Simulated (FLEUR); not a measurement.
**Zn: 5 runs along one coordinate**

System: Zn (P6₃/mmc, 2 atoms in the cell).
Method: Kohn-Sham DFT of a periodic cell, AM05, all-electron, no spin polarisation (FLEUR MaX-R8.1 (later development tree)).

The 5 runs differ only in the geometry, by an even scaling of the cell at fixed fractional positions. The structure derives from an entry of the Crystallography Open Database.

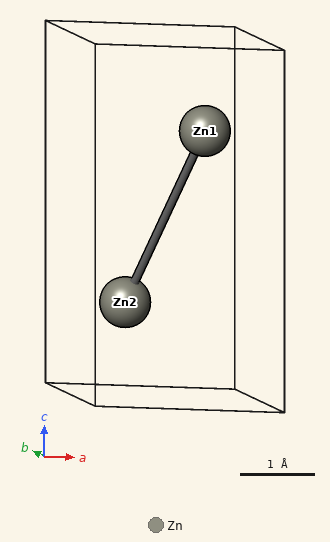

Figure 1. The structure of run 3 (ball-and-stick view of the cell of the calculation, seen slightly off an axis; atoms are numbered from 1 in the order of the input).

### Input of run 3
```
<?xml version="1.0" encoding="UTF-8" standalone="no"?>
<fleurInput fleurInputVersion="0.39">
   <comment>
      Zn                                                                                                  
   </comment>
   <calculationSetup>
      <cutoffs Kmax="4.32" Gmax="13.4" GmaxXC="13.4" numbands="0"/>
      <scfLoop itmax="60" minDistance="0.00001" maxIterBroyd="15" imix="Anderson" alpha="0.05" precondParam="0.0" spinf="2.0" sdNocoIR="T"/>
      <coreElectrons ctail="T" frcor="F" kcrel="0" coretail_lmax="0"/>
      <xcFunctional name="LibXC" relativisticCorrections="F">
         <LibXCName exchange="gga_x_am05" correlation="gga_c_am05"/>
      </xcFunctional>
      <magnetism jspins="1"/>
      <soc l_soc="F" theta="0.0" phi="0.0" spav="F"/>
      <expertModes spex="0" secvar="F"/>
      <geometryOptimization l_f="F" forcealpha="1.0" forcemix="BFGS" epsdisp="0.00001" epsforce="0.00001"/>
      <ldaU l_linMix="F" mixParam="0.05" spinf="1.0"/>
   </calculationSetup>
   <cell>
      <bzIntegration valenceElectrons="40.0" mode="hist" fermiSmearingEnergy="0.00183747">
         <kPointListSelection listName="default-1"/>
         <!-- k-points included here -->
         <xi:include xmlns:xi="http://www.w3.org/2001/XInclude" href="kpts.xml"> </xi:include>
      </bzIntegration>
      <!-- symmetry operations included here -->
      <xi:include xmlns:xi="http://www.w3.org/2001/XInclude" href="sym.xml"> </xi:include>
      <bulkLattice scale="1.0000000000">
         <bravaisMatrix>
            <row-1>    5.0455687526819997     0.0000000000000000     0.0000000000000000</row-1>
            <row-2>   -2.5227843763409998     4.3695907163551642     0.0000000000000000</row-2>
            <row-3>    0.0000000000000000     0.0000000000000000     9.3843799347635990</row-3>
         </bravaisMatrix>
      </bulkLattice>
   </cell>
   <atomSpecies>
      <species name="Zinc (Zn)" element="Zn" atomicNumber="30">
         <mtSphere radius="2.27" gridPoints="773" logIncrement="0.016"/>
         <atomicCutoffs lmax="9" lnonsphr="7"/>
         <electronConfig flipSpins="F">
            <coreConfig>(1s1/2) (2s1/2) (2p1/2) (2p3/2)</coreConfig>
            <valenceConfig>(3s1/2) (3p1/2) (3p3/2) (4s1/2) (3d3/2) (3d5/2)</valenceConfig>
         </electronConfig>
         <energyParameters s="4" p="4" d="3" f="4"/>
         <lo type="SCLO" l="0" n="3" eDeriv="0"/>
         <lo type="SCLO" l="1" n="3" eDeriv="0"/>
         <lo type="SCLO" l="1" n="3" eDeriv="1"/>
         <lo type="HELO" l="2" n="4" eDeriv="0"/>
         <lo type="HELO" l="2" n="4" eDeriv="1"/>
         <lo type="SCLO" l="3" n="4" eDeriv="2"/>
      </species>
   </atomSpecies>
   <atomGroups>
      <atomGroup species="Zinc (Zn)">
         <relPos label="                   1">-1.000/3.000 1.000/3.000 -1.000/4.000</relPos>
         <relPos label="                   2">1.000/3.000 -1.000/3.000 1.000/4.000</relPos>
         <force calculate="T" relaxXYZ="TTT"/>
      </atomGroup>
   </atomGroups>
   <output dos="F" band="F" slice="F">
      <checks vchk="F" cdinf="F"/>
      <bandDOS minEnergy="-.5*Htr" maxEnergy="0.5*Htr" sigma="0.015" storeEVData="T"/>
      <vacuumDOS vacdos="F" integ="F" star="F" nstars="0" locx1="0.0" locy1="0.0" locx2="0.0" locy2="0.0" nstm="0" tworkf="0.0"/>
      <unfoldingBand unfoldBand="F" supercellX="1" supercellY="1" supercellZ="1"/>
      <plotting iplot="0" polar="F">
         <plot TwoD="T" vec1="  1.0  0.0  0.0" vec2="  0.0  1.0  0.0" vec3="  0.0  0.0  1.0" zero="  0.0  0.0  0.0" file="plot"/>
      </plotting>
      <chargeDensitySlicing numkpt="0" minEigenval="0.0" maxEigenval="0.0" nnne="0" pallst="F"/>
      <specialOutput eonly="F"/>
      <moessbauerParams electricFieldGradient="T" isomerShift="T" coreHyperfine="T" valenceHyperfine="T"/>
      <magneticCircularDichroism mcd="F" energyLo="-10.0" energyUp="0.0"/>
   </output>
  <!-- We include the file relax.xml here to enable relaxations (see documentation) -->
  <xi:include xmlns:xi="http://www.w3.org/2001/XInclude" href="relax.xml"> <xi:fallback/> </xi:include>
</fleurInput>
```

Command:
```bash
inpgen -f crystal.txt -profile fastHighL; fleur_MPI
```

Run 4 has the same physical settings and fractional positions; its lattice vectors (Å) are:
```
   2.705136    0.000000    0.000000
  -1.352568    2.342716    0.000000
   0.000000    0.000000    5.031350
```

### Results, with one run withheld

```tsv
run	volume per atom (Å³)	free energy per atom, from the lowest run given (meV)
1	14.410	0.00
2	14.716	3.95
3	15.330	20.57
4	15.943	?
5	16.249	62.02
```

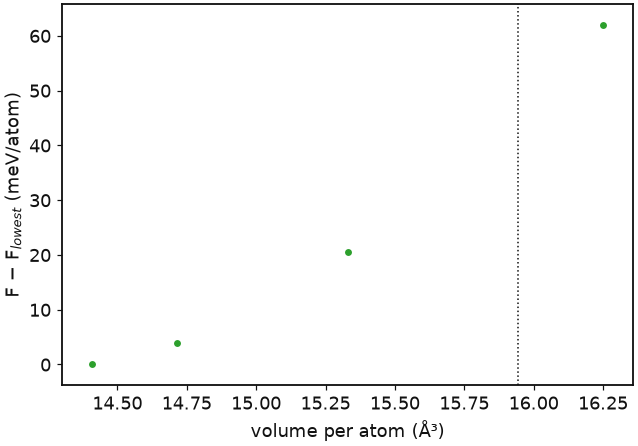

Figure 2. Free energy per atom of the runs given; the dotted line marks run 4.

Fit the runs given and predict run 4.

A quadratic polynomial in V^(−2/3) (the Birch–Murnaghan form), fitted to the 4 runs given, misses them by at most 0.08 meV per atom. With x = V^(−2/3) − 0.16333 Å⁻², it reads F = 14.621 − 4230.3 x + 2.8591e+05 x² (meV per atom). At run 4 it gives 46.28 meV per atom, and the run itself gives 46.35. The fit has no minimum inside this range.

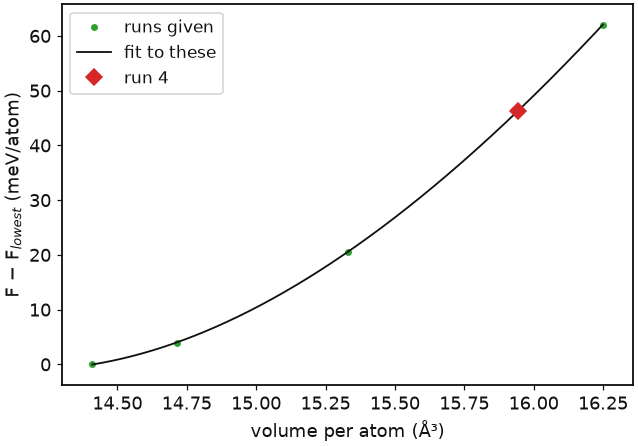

Figure 3. The fit and the withheld run.

### Output (run 4)
```
Welcome to FLEUR        (www.flapw.de)
      MaX-Release 8.1          (www.max-centre.eu)
 func_ids         135         120         135         120
The functional 'Armiento & Mattsson 05' is an exchange functional, it belongs to the 'GGA' family and is defined in the reference(s):
[1] R. Armiento and A. E. Mattsson.,  Phys. Rev. B 72, 085108 (2005)
[2] A. E. Mattsson, R. Armiento, J. Paier, G. Kresse, J. M. Wills, and T. R. Mattsson.,  J. Chem. Phys. 128, 084714 (2008)
The functional 'Armiento & Mattsson 05' is a correlation functional, it belongs to the 'GGA' family and is defined in the reference(s):
[1] R. Armiento and A. E. Mattsson.,  Phys. Rev. B 72, 085108 (2005)
[2] A. E. Mattsson, R. Armiento, J. Paier, G. Kresse, J. M. Wills, and T. R. Mattsson.,  J. Chem. Phys. 128, 084714 (2008)
 Using same functional for VXC and EXC

 ========== k-point set info ==========
 Selected k-point list: default-1
 k-point list type: mesh
 11 x 11 x 6
 Number of k points: 64

 ------------Calculation Setup---------------------------
 Number of MPI-tasks      :            1
 Number of PE/node        :            1
 Number of OMP-threads    :            1
 Most efficient MPI parallelization for:
           1           2           4           8          16          32          64
 Additional eigenvalue parallelization possible
 Number of basis functions:          397
 Approximate size of matrices (H+S) per k-point:         0.002 GB
 --------------------------------------------------------

 Iteration:     1   Distance:       9.59335000 me/bohr^3

 Iteration:     2   Distance:       7.99459087 me/bohr^3

 Iteration:     3   Distance:       3.93084692 me/bohr^3

 Iteration:     4   Distance:       2.00070172 me/bohr^3

 Iteration:     5   Distance:       1.57411125 me/bohr^3

 Iteration:     6   Distance:       0.13599485 me/bohr^3

 Iteration:     7   Distance:       0.11665011 me/bohr^3

 Iteration:     8   Distance:       0.01999455 me/bohr^3

 Iteration:     9   Distance:       0.02666360 me/bohr^3

 Iteration:    10   Distance:       0.00056222 me/bohr^3

 Iteration:    11   Distance:       0.00044440 me/bohr^3

 Iteration:    12   Distance:       0.00021453 me/bohr^3

 Iteration:    13   Distance:       0.00000765 me/bohr^3

 ********************************************************************
 Run finished successfully
 Stop message:
   all done
 ********************************************************************
```
